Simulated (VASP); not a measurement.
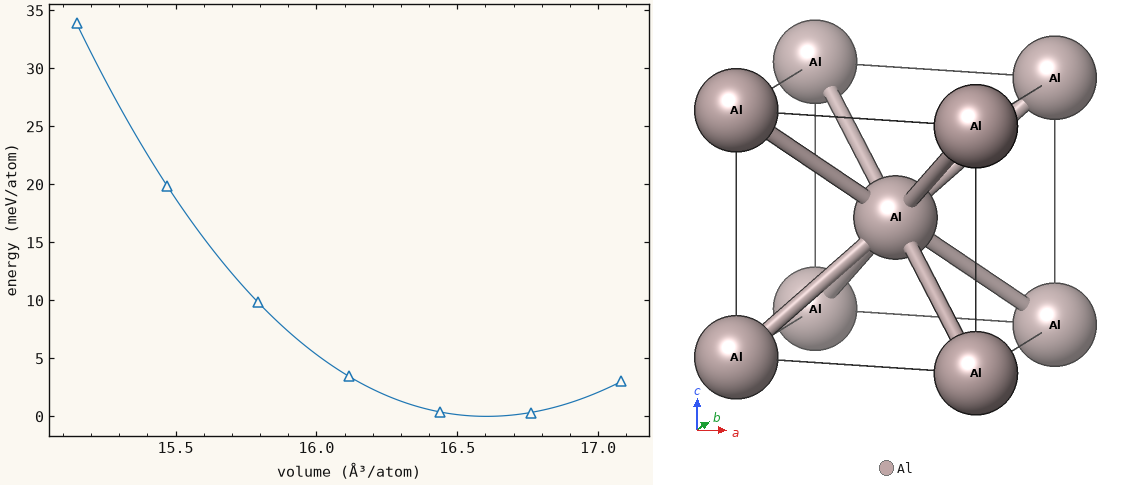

The plot gives the computed energy against volume for Al, space group Im-3m (No. 229). The conventional cell is drawn beside the plot.

Starting cell:
```yaml
crystal:
  lattice:
    - [-1.59122, 1.59122, 1.59122]
    - [1.59122, -1.59122, 1.59122]
    - [1.59122, 1.59122, -1.59122]
  atoms:
    - { symbol: Al, position: [0.00000, 0.00000, 0.00000] }
```

How it was computed, with VASP 6.6.1: plane-wave DFT, no spin polarisation; energies at scaled volumes of the given cell, shape and fractions fixed, counted from the fit's minimum, third-order Birch-Murnaghan fit. Level: PBEsol.

```
       setting                                 value
        k mesh                              12×12×12
   occupations                           Fermi–Dirac
smearing width                               0.05 eV
    potentials  VASP PAW PBE potentials, recommended
   wave cutoff                                520 eV
```

From this curve and the settings, what does the calculation give for the pressure at the same points?

The pressure falls from 8.05 GPa at volume 15.15 Å³/atom to −1.98 GPa at 17.08 Å³/atom, and changes sign near 16.61 Å³/atom.

```
volume (Å³/atom)  pressure (GPa)
           15.15            8.05
           15.47            5.94
           15.79            4.04
           16.12            2.32
           16.44            0.75
           16.76           -0.68
           17.08           -1.98
```
